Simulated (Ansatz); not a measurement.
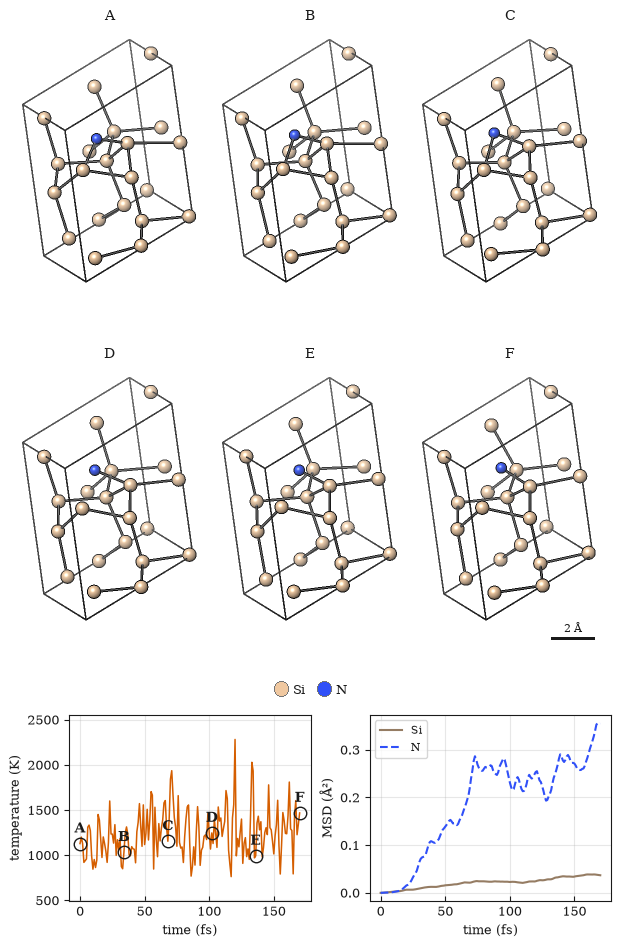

Molecular dynamics of Si with an interstitial N (17 atoms in the cell), 170 fs long. Frames (A at 0 fs, B at 34 fs, C at 68 fs, D at 102 fs, E at 136 fs, F at 170 fs) and the history of the run. The picture is a ball-and-stick view of the reduced simulation cell, seen slightly off an axis. Bonds to atoms that aren't drawn are left out. Lengths and directions refer to the drawn axes.

All numbers below come from DFT PBE-D3(BJ), scalar-relativistic, plane waves, PAW in Ansatz. Set-up: plane-wave cutoff 420 eV; k-point mesh 2 × 2 × 2; Fermi-Dirac smearing 0.05 eV; spin collinear; low-accuracy preset; Langevin thermostat (NVT); set temperature 1200 K; time step 1 fs; friction 0.5 per fs.

> What do the frames and curves show?

Root-mean-square distances from the starting positions over the second half, with the common drift of all atoms taken out: N 0.51 Å, Si 0.17 Å. Against the typical shortest distance between atoms in the first frame, about 2.3 Å these are large excursions, but over 170 fs one can't yet tell strong vibration from the start of diffusion. Over the second half the temperature averages 1261 K (spread ±275 K). The potential energy is still drifting at the end, so the run hasn't reached equilibrium. The potential energy in the second half lies on average 82.8 meV per atom above the first frame. The friction is so strong that the slow modes are overdamped, and the motion no longer resembles free dynamics.

Limits of the set-up: the k-point mesh is coarse for a cell with partly filled bands; the program's low-accuracy preset was used; the periodic images lie only 7.7 Å apart, so the values are limited by the cell's size.
